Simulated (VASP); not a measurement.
Geometry relaxation of GaAs (part 2 of 3)

GaAs (F-43m, 2 atoms in the cell); Kohn-Sham DFT of a periodic cell, PBE, VASP PAW PBE potentials, gw, light, no spin polarisation (VASP 6.6.1); cutoff 900 eV, 8×8×8 k-mesh, fermi-dirac of 0.05 eV. The structure derives from an entry of the Crystallography Open Database. It belongs to a series of runs on one base structure; here: pseudo_set = gw, light.

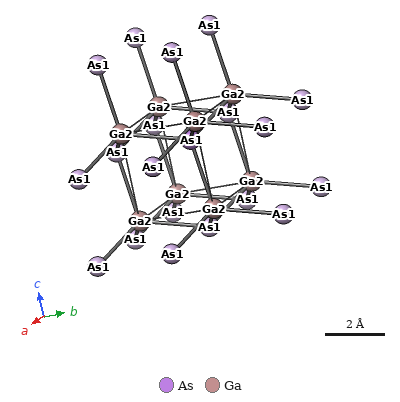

Figure 1. The geometry at step 5 of the log (ball-and-stick view of the cell of the calculation, seen slightly off an axis; neighbours outside the cell are drawn fainter; atoms are numbered from 1 in the order of the input).

**Parts of OUTCAR, continued**
```
  energy without entropy =       -8.24449898  energy(sigma->0) =       -8.24451243

------------------------ aborting loop because EDIFF is reached ----------------------------------------

  FORCE on cell =-STRESS in cart. coord.  units (eV):
  Direction    XX          YY          ZZ          XY          YZ          ZX
  --------------------------------------------------------------------------------------
  -------------------------------------------------------------------------------------
  Total        0.9557009      0.9557009      0.9557009      0.0000000      0.0000000     -0.0000000
  in kB       33.8917734     33.8917734     33.8917734      0.0000000      0.0000000     -0.0000000
  external PRESSURE =      33.8917734 kB  Pullay stress =       0.0000000 kB

 VOLUME and BASIS-vectors are now :
 -----------------------------------------------------------------------------
  energy-cutoff  :      900.00
  volume of cell :       45.18
      direct lattice vectors                 reciprocal lattice vectors
     0.000000000  2.826850000  2.826850000    -0.176875321  0.176875321  0.176875321
     2.826850000  0.000000000  2.826850000     0.176875321 -0.176875321  0.176875321
     2.826850000  2.826850000  0.000000000     0.176875321  0.176875321 -0.176875321

 POSITION                                       TOTAL-FORCE (eV/Angst)
 -----------------------------------------------------------------------------------
      4.24027      4.24027      4.24027         0.000000      0.000000      0.000000
      0.00000      0.00000      0.00000        -0.000000     -0.000000     -0.000000
 -----------------------------------------------------------------------------------
    total drift:                                0.000000      0.000000      0.000000

  FREE ENERGIE OF THE ION-ELECTRON SYSTEM (eV)
  ---------------------------------------------------
  free  energy   TOTEN  =        -8.2445258791 eV

  energy  without entropy=       -8.2444989842  energy(sigma->0) =       -8.24451243

--------------------------------------- Ionic step        2  -------------------------------------------

 number of electron      17.9999998 magnetization

------------------------ aborting loop because EDIFF is reached ----------------------------------------

  FORCE on cell =-STRESS in cart. coord.  units (eV):
  Direction    XX          YY          ZZ          XY          YZ          ZX
  --------------------------------------------------------------------------------------
  -------------------------------------------------------------------------------------
  Total       -0.3028960     -0.3028960     -0.3028960      0.0000000      0.0000000      0.0000000
  in kB      -10.0316344    -10.0316344    -10.0316344      0.0000000      0.0000000      0.0000000
  external PRESSURE =     -10.0316344 kB  Pullay stress =       0.0000000 kB

 VOLUME and BASIS-vectors are now :
 -----------------------------------------------------------------------------
  energy-cutoff  :      900.00
  volume of cell :       48.38
      direct lattice vectors                 reciprocal lattice vectors
     0.000000000  2.892016735  2.892016735    -0.172889733  0.172889733  0.172889733
     2.892016735  0.000000000  2.892016735     0.172889733 -0.172889733  0.172889733
     2.892016735  2.892016735 -0.000000000     0.172889733  0.172889733 -0.172889733

 POSITION                                       TOTAL-FORCE (eV/Angst)
 -----------------------------------------------------------------------------------
      4.33803      4.33803      4.33803        -0.000000     -0.000000     -0.000000
      5.78403      5.78403      5.78403         0.000000      0.000000      0.000000
 -----------------------------------------------------------------------------------
    total drift:                               -0.000000     -0.000000     -0.000000

  FREE ENERGIE OF THE ION-ELECTRON SYSTEM (eV)
  ---------------------------------------------------
  free  energy   TOTEN  =        -8.2651143268 eV

  energy  without entropy=       -8.2645822673  energy(sigma->0) =       -8.26484830

--------------------------------------- Ionic step        3  -------------------------------------------

 number of electron      17.9999997 magnetization

------------------------ aborting loop because EDIFF is reached ----------------------------------------

  FORCE on cell =-STRESS in cart. coord.  units (eV):
  Direction    XX          YY          ZZ          XY          YZ          ZX
  --------------------------------------------------------------------------------------
  -------------------------------------------------------------------------------------
  Total        0.0234045      0.0234045      0.0234045      0.0000000     -0.0000000     -0.0000000
  in kB        0.7893228      0.7893228      0.7893228      0.0000000     -0.0000000     -0.0000000
  external PRESSURE =       0.7893228 kB  Pullay stress =       0.0000000 kB

 VOLUME and BASIS-vectors are now :
 -----------------------------------------------------------------------------
  energy-cutoff  :      900.00
  volume of cell :       47.51
      direct lattice vectors                 reciprocal lattice vectors
     0.000000000  2.874586543  2.874586543    -0.173938058  0.173938058  0.173938058
     2.874586543  0.000000000  2.874586543     0.173938058 -0.173938058  0.173938058
     2.874586543  2.874586543 -0.000000000     0.173938058  0.173938058 -0.173938058

 POSITION                                       TOTAL-FORCE (eV/Angst)
 -----------------------------------------------------------------------------------
      4.31188      4.31188      4.31188         0.000000      0.000000      0.000000
      0.00000      0.00000      0.00000        -0.000000     -0.000000     -0.000000
 -----------------------------------------------------------------------------------
    total drift:                               -0.000000     -0.000000     -0.000000

  FREE ENERGIE OF THE ION-ELECTRON SYSTEM (eV)
  ---------------------------------------------------
  free  energy   TOTEN  =        -8.2679473308 eV

  energy  without entropy=       -8.2675753779  energy(sigma->0) =       -8.26776135

[... ionic steps 4 to 7 ...]

--------------------------------------- Ionic step        8  -------------------------------------------

 number of electron      17.9999997 magnetization

------------------------ aborting loop because EDIFF is reached ----------------------------------------

  FORCE on cell =-STRESS in cart. coord.  units (eV):
  Direction    XX          YY          ZZ          XY          YZ          ZX
  --------------------------------------------------------------------------------------
  -------------------------------------------------------------------------------------
  Total        0.0239075      0.0239075      0.0239075      0.0000000      0.0000000     -0.0000000
  in kB        0.8065771      0.8065771      0.8065771      0.0000000      0.0000000     -0.0000000
  external PRESSURE =       0.8065771 kB  Pullay stress =       0.0000000 kB

 VOLUME and BASIS-vectors are now :
 -----------------------------------------------------------------------------
  energy-cutoff  :      900.00
  volume of cell :       47.49
      direct lattice vectors                 reciprocal lattice vectors
     0.000000000  2.874240633  2.874240633    -0.173958991  0.173958991  0.173958991
     2.874240633  0.000000000  2.874240633     0.173958991 -0.173958991  0.173958991
     2.874240633  2.874240633  0.000000000     0.173958991  0.173958991 -0.173958991

 POSITION                                       TOTAL-FORCE (eV/Angst)
 -----------------------------------------------------------------------------------
      4.31136      4.31136      4.31136         0.000000      0.000000      0.000000
      0.00000      2.87424      2.87424        -0.000000     -0.000000     -0.000000
 -----------------------------------------------------------------------------------
    total drift:                               -0.000000     -0.000000     -0.000000

  FREE ENERGIE OF THE ION-ELECTRON SYSTEM (eV)
  ---------------------------------------------------
  free  energy   TOTEN  =        -8.2679471279 eV

  energy  without entropy=       -8.2675795007  energy(sigma->0) =       -8.26776331

--------------------------------------- Ionic step        9  -------------------------------------------

 number of electron      17.9999997 magnetization

------------------------ aborting loop because EDIFF is reached ----------------------------------------

  FORCE on cell =-STRESS in cart. coord.  units (eV):
  Direction    XX          YY          ZZ          XY          YZ          ZX
  --------------------------------------------------------------------------------------
  -------------------------------------------------------------------------------------
  Total       -0.0224271     -0.0224271     -0.0224271      0.0000000     -0.0000000      0.0000000
  in kB       -0.7564996     -0.7564996     -0.7564996      0.0000000     -0.0000000      0.0000000
  external PRESSURE =      -0.7564996 kB  Pullay stress =       0.0000000 kB

 VOLUME and BASIS-vectors are now :
 -----------------------------------------------------------------------------
  energy-cutoff  :      900.00
  volume of cell :       47.50
      direct lattice vectors                 reciprocal lattice vectors
     0.000000000  2.874406777  2.874406777    -0.173948936  0.173948936  0.173948936
     2.874406777  0.000000000  2.874406777     0.173948936 -0.173948936  0.173948936
     2.874406777  2.874406777  0.000000000     0.173948936  0.173948936 -0.173948936

 POSITION                                       TOTAL-FORCE (eV/Angst)
 -----------------------------------------------------------------------------------
      4.31161      4.31161      4.31161         0.000000      0.000000      0.000000
      0.00000      0.00000      0.00000        -0.000000     -0.000000     -0.000000
 -----------------------------------------------------------------------------------
    total drift:                               -0.000000     -0.000000     -0.000000

  FREE ENERGIE OF THE ION-ELECTRON SYSTEM (eV)
  ---------------------------------------------------
  free  energy   TOTEN  =        -8.2679478825 eV

  energy  without entropy=       -8.2675782128  energy(sigma->0) =       -8.26776305

--------------------------------------- Ionic step       10  -------------------------------------------

 number of electron      17.9999997 magnetization

 Free energy of the ion-electron system (eV)
  ---------------------------------------------------
  ext. energy  EPLUGINS =         0.00000000
  ---------------------------------------------------
  free energy    TOTEN  =        -8.26794752 eV

  energy without entropy =       -8.26757906  energy(sigma->0) =       -8.26776329

 E-fermi :   3.5027     XC(G=0):  -9.4483     alpha+bet : -9.1781

 val. band max:        3.3951178256   @ k =   0.0000   0.0000   0.0000
 cond. band min:       3.5349662873   @ k =   0.0000   0.0000   0.0000
 fundamental gap:      0.1398484618
 Fermi energy:         3.5026536108

 k-point     1 :       0.0000    0.0000    0.0000
  band No.  band energies     occupation
      1     -11.3141      2.00000
      2     -11.3141      2.00000
      3     -11.3141      2.00000
      4     -11.2464      2.00000
      5     -11.2464      2.00000
      6      -8.9844      2.00000
      7       3.3951      1.79147
      8       3.3951      1.79147
      9       3.3951      1.79147
     10       3.5350      0.68767
     11       7.1087      0.00000
     12       7.1087      0.00000
     13       7.1087      0.00000

 k-point     2 :       0.1250    0.0000    0.0000
  band No.  band energies     occupation
      1     -11.3247      2.00000
      2     -11.3111      2.00000
      3     -11.3111      2.00000
      4     -11.2465      2.00000
      5     -11.2465      2.00000
      6      -8.8150      2.00000
      7       1.3968      2.00000
      8       3.1769      1.99704
      9       3.1769      1.99704
     10       4.7456      0.00000
     11       7.4346      0.00000
     12       7.4346      0.00000
     13       7.4920      0.00000

 k-point     3 :       0.2500    0.0000    0.0000
  band No.  band energies     occupation
      1     -11.3486      2.00000
      2     -11.3046      2.00000
      3     -11.3046      2.00000
      4     -11.2461      2.00000
      5     -11.2461      2.00000
      6      -8.3430      2.00000
      7      -0.6534      2.00000
      8       2.7636      2.00000
      9       2.7636      2.00000
     10       4.6786      0.00000
     11       7.9353      0.00000
     12       7.9353      0.00000
     13       9.1067      0.00000

 k-point     4 :       0.3750    0.0000    0.0000
  band No.  band energies     occupation
      1     -11.3705      2.00000
      2     -11.2994      2.00000
      3     -11.2994      2.00000
      4     -11.2443      2.00000
      5     -11.2443      2.00000
      6      -7.7183      2.00000
      7      -2.2883      2.00000
      8       2.4421      2.00000
      9       2.4421      2.00000
     10       4.3743      0.00000
     11       8.0463      0.00000
     12       8.0464      0.00000
     13      10.8564      0.00000

 k-point     5 :       0.5000    0.0000    0.0000
  band No.  band energies     occupation
      1     -11.3791      2.00000
      2     -11.2977      2.00000
      3     -11.2977      2.00000
      4     -11.2431      2.00000
      5     -11.2431      2.00000
      6      -7.3702      2.00000
      7      -2.9819      2.00000
      8       2.3261      2.00000
      9       2.3261      2.00000
     10       4.2547      0.00000
     11       8.0090      0.00000
     12       8.0090      0.00000
     13      11.0901      0.00000

 [... the levels of 18 k-points are left out ...]

 k-point    24 :      -0.3750    0.2500    0.1250
  band No.  band energies     occupation
      1     -11.3870      2.00000
      2     -11.2931      2.00000
      3     -11.2867      2.00000
      4     -11.2498      2.00000
      5     -11.2433      2.00000
      6      -7.0563      2.00000
      7      -2.8679      2.00000
      8       0.3525      2.00000
      9       1.5880      2.00000
     10       6.2610      0.00000
     11       7.5664      0.00000
     12       9.5649      0.00000
     13      10.8515      0.00000

 [... further k-points ...]

------------------------ aborting loop because EDIFF is reached ----------------------------------------

  FORCE on cell =-STRESS in cart. coord.  units (eV):
  Direction    XX          YY          ZZ          XY          YZ          ZX
  --------------------------------------------------------------------------------------
  -------------------------------------------------------------------------------------
  Total        0.0135959      0.0135959      0.0135959     -0.0000000      0.0000000      0.0000000
  in kB        0.4586495      0.4586495      0.4586495     -0.0000000      0.0000000      0.0000000
  external PRESSURE =       0.4586495 kB  Pullay stress =       0.0000000 kB

 VOLUME and BASIS-vectors are now :
 -----------------------------------------------------------------------------
  energy-cutoff  :      900.00
  volume of cell :       47.49
      direct lattice vectors                 reciprocal lattice vectors
     0.000000000  2.874326359  2.874326359    -0.173953803  0.173953803  0.173953803
     2.874326359  0.000000000  2.874326359     0.173953803 -0.173953803  0.173953803
     2.874326359  2.874326359  0.000000000     0.173953803  0.173953803 -0.173953803

 POSITION                                       TOTAL-FORCE (eV/Angst)
 -----------------------------------------------------------------------------------
      4.31149      4.31149      4.31149         0.000000      0.000000      0.000000
      0.00000      0.00000      0.00000        -0.000000     -0.000000     -0.000000
 -----------------------------------------------------------------------------------
    total drift:                               -0.000000     -0.000000     -0.000000

  FREE ENERGIE OF THE ION-ELECTRON SYSTEM (eV)
  ---------------------------------------------------
  free  energy   TOTEN  =        -8.2679475230 eV

  energy  without entropy=       -8.2675790554  energy(sigma->0) =       -8.26776329

 reached required accuracy - stopping structural energy minimisation
```

**CONTCAR**
```
GaAs
   1.00000000000000
     0.0000000000000000    2.8743263592503823    2.8743263592503827
     2.8743263592503823    0.0000000000000000    2.8743263592503827
     2.8743263592503823    2.8743263592503823    0.0000000000000000
  As              Ga
     1     1
Direct
     0.7500000000000000    0.7500000000000000    0.7500000000000000
     0.0000000000000000    0.0000000000000000    0.0000000000000000

  0.00000000E+00  0.00000000E+00  0.00000000E+00
  0.00000000E+00  0.00000000E+00  0.00000000E+00
```

**Trajectory as extended XYZ (Å, eV, eV/Å), 10 frames, from step=0 to step=9**
```
2
Lattice="0.0000 2.8268 2.8268 2.8268 0.0000 2.8268 2.8268 2.8268 0.0000" Properties=species:S:1:pos:R:3:forces:R:3 step=0 energy=-8.24453
As    4.2403    4.2403    4.2403    0.0000   0.0000   0.0000
Ga    0.0000    0.0000    0.0000    0.0000   0.0000   0.0000
2
Lattice="0.0000 2.8920 2.8920 2.8920 0.0000 2.8920 2.8920 2.8920 -0.0000" Properties=species:S:1:pos:R:3:forces:R:3 step=1 energy=-8.26511
As    4.3380    4.3380    4.3380    0.0000   0.0000   0.0000
Ga    5.7840    5.7840    5.7840    0.0000   0.0000   0.0000
2
Lattice="0.0000 2.8746 2.8746 2.8746 0.0000 2.8746 2.8746 2.8746 -0.0000" Properties=species:S:1:pos:R:3:forces:R:3 step=2 energy=-8.26795
As    4.3119    4.3119    4.3119    0.0000   0.0000   0.0000
Ga    0.0000    0.0000    0.0000    0.0000   0.0000   0.0000
2
Lattice="0.0000 2.8758 2.8758 2.8758 0.0000 2.8758 2.8758 2.8758 -0.0000" Properties=species:S:1:pos:R:3:forces:R:3 step=3 energy=-8.26793
As    4.3138    4.3138    4.3138    0.0000   0.0000   0.0000
Ga    5.7517    5.7517    5.7517    0.0000   0.0000   0.0000
2
Lattice="0.0000 2.8735 2.8735 2.8735 0.0000 2.8735 2.8735 2.8735 0.0000" Properties=species:S:1:pos:R:3:forces:R:3 step=4 energy=-8.26794
As    4.3103    4.3103    4.3103    0.0000   0.0000   0.0000
Ga    0.0000    0.0000    0.0000    0.0000   0.0000   0.0000
2
Lattice="0.0000 2.8746 2.8746 2.8746 0.0000 2.8746 2.8746 2.8746 0.0000" Properties=species:S:1:pos:R:3:forces:R:3 step=5 energy=-8.26795
As    4.3120    4.3120    4.3120    0.0000   0.0000   0.0000
Ga    0.0000    2.8746    2.8746    0.0000   0.0000   0.0000
2
Lattice="0.0000 2.8738 2.8738 2.8738 0.0000 2.8738 2.8738 2.8738 0.0000" Properties=species:S:1:pos:R:3:forces:R:3 step=6 energy=-8.26794
As    4.3108    4.3108    4.3108    0.0000   0.0000   0.0000
Ga    0.0000    0.0000    0.0000    0.0000   0.0000   0.0000
2
Lattice="0.0000 2.8742 2.8742 2.8742 0.0000 2.8742 2.8742 2.8742 0.0000" Properties=species:S:1:pos:R:3:forces:R:3 step=7 energy=-8.26795
As    4.3114    4.3114    4.3114    0.0000   0.0000   0.0000
Ga    0.0000    2.8742    2.8742    0.0000   0.0000   0.0000
2
Lattice="0.0000 2.8744 2.8744 2.8744 0.0000 2.8744 2.8744 2.8744 0.0000" Properties=species:S:1:pos:R:3:forces:R:3 step=8 energy=-8.26795
As    4.3116    4.3116    4.3116    0.0000   0.0000   0.0000
Ga    0.0000    0.0000    0.0000    0.0000   0.0000   0.0000
2
Lattice="0.0000 2.8743 2.8743 2.8743 0.0000 2.8743 2.8743 2.8743 0.0000" Properties=species:S:1:pos:R:3:forces:R:3 step=9 energy=-8.26795
As    4.3115    4.3115    4.3115    0.0000   0.0000   0.0000
Ga    0.0000    0.0000    0.0000    0.0000   0.0000   0.0000
```

The run was set up as follows.

**INCAR**
```
PREC = Accurate
ENCUT = 900
EDIFF = 1E-6
ISMEAR = -1
SIGMA = 0.05
LREAL = False
LASPH = True
NELM = 60
ALGO = Fast
ISIF = 3
LWAVE = False
LCHARG = False
GGA = PE
IBRION = 2
NSW = 60
EDIFFG = -0.01
```

**KPOINTS**
```
Automatic mesh
0
Gamma
  8 8 8
```

**POSCAR**
```
GaAs
1.0
    0.0000000000      2.8268500000      2.8268500000
    2.8268500000      0.0000000000      2.8268500000
    2.8268500000      2.8268500000      0.0000000000
As Ga
1 1
Direct
    0.7500000000      0.7500000000      0.7500000000
    0.0000000000      0.0000000000      0.0000000000
```

Launched with:
```bash
cat potpaw_PBE.64/As_GW/POTCAR potpaw_PBE.64/Ga_d_GW/POTCAR > POTCAR
mpirun -np 1 vasp_std > vasp.out
```
